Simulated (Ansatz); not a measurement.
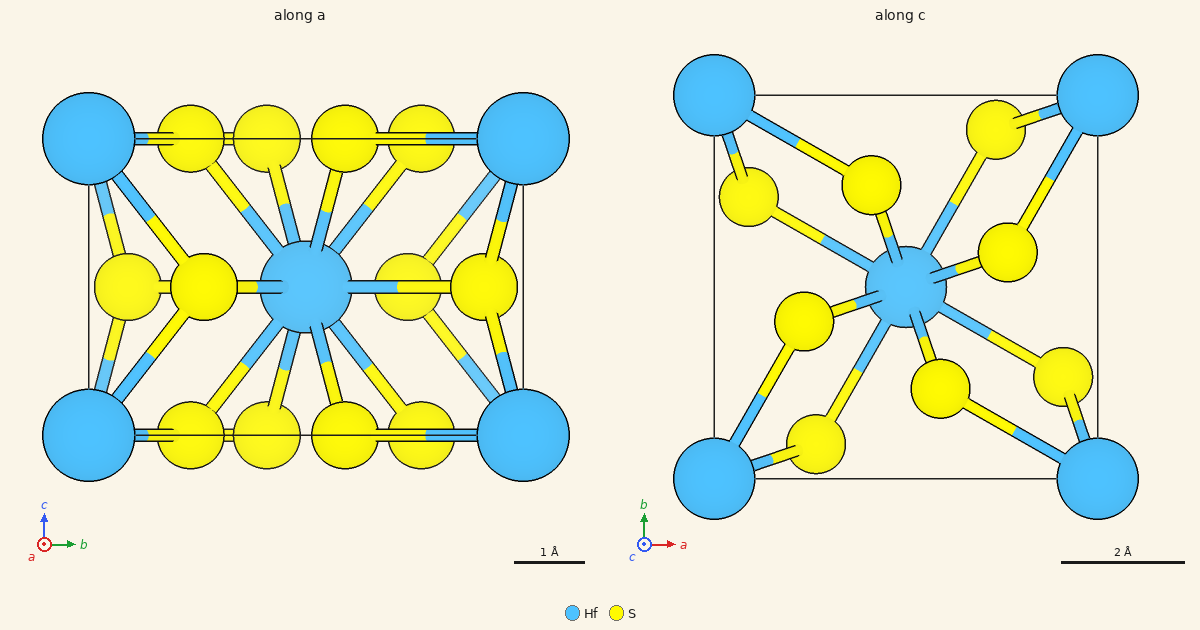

The crystal in a ball-and-stick representation, seen along the a axis and along the c axis. Atoms at the boundary of the conventional unit cell (the box) are drawn once for each face, edge or corner they touch.

HfS4, space group I4/m (No. 87), a = 6.27 Å, b = 6.27 Å, c = 4.28 Å, α = 90.00°, β = 90.00°, γ = 90.00°.

Run with DFT PBE, scalar-relativistic, plane waves, PAW in Ansatz 0.2.0 and these settings: a cutoff energy of 420 eV, k-points about 0.18 Å⁻¹ apart, Gaussian smearing of 0.1 eV, no spin polarisation.

Predict the gap.

A metal: bands cross the Fermi level.

How far is the cell from zero pressure?

The computed pressure is 0.0 GPa, close to zero.

The cell started as a structure type filled with these elements by a generator (whether the compound takes this form wasn't checked). Earlier steps of the study, as a rule a relaxation of our own, may have changed the cell and positions, so they can lie some per cent off the listed ones. A calculation with Ansatz used it as input.
